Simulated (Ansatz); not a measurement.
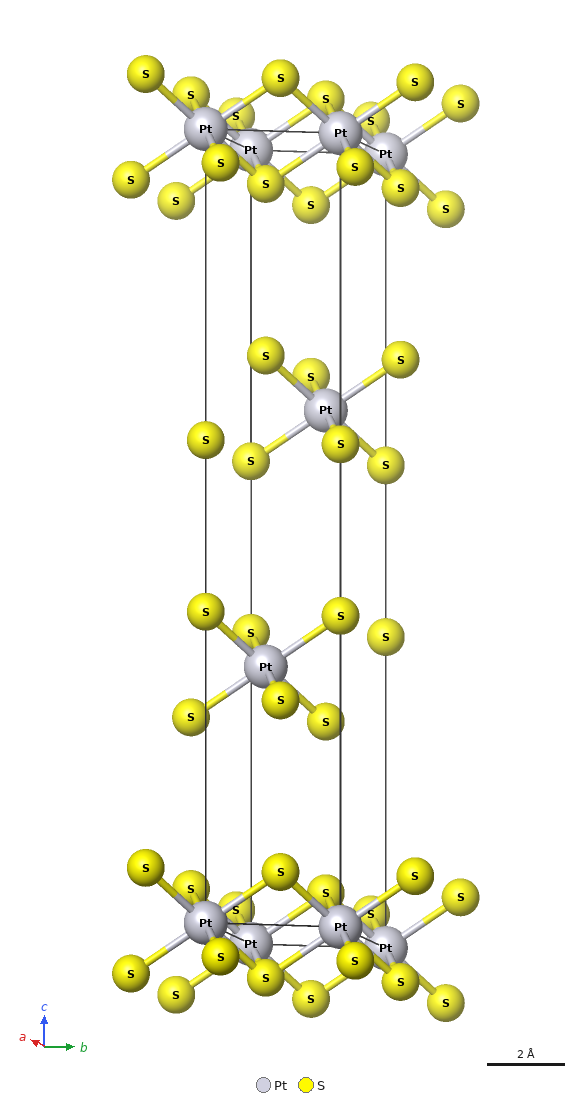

We look at a ball-and-stick model of the crystal from a general direction. The frame is the conventional unit cell; atoms at its boundary are shown with their periodic copies. Some neighbours outside the box are added.

PtS2, space group R-3m (No. 166), a = 3.58 Å, b = 3.58 Å, c = 20.97 Å, α = 90.00°, β = 90.00°, γ = 120.00°.

Method used: Ansatz, DFT PBE, scalar-relativistic, plane waves, PAW. It ran with 420 eV cutoff, k-points about 0.23 Å⁻¹ apart, Gaussian smearing of 0.02 eV, no spin polarisation.

Metal or not?

Answer. A semiconductor at this level, with a gap of 1.65 eV on the k-mesh (the true edges may lie between mesh points, so the gap can be somewhat smaller).

The initial geometry was a structure listed in the Materials Project, with elements exchanged, so it need not be a known form of the compound. The final geometry of a relaxation with DFT PBE, scalar-relativistic, plane waves, PAW in Ansatz 0.2.0 is shown.
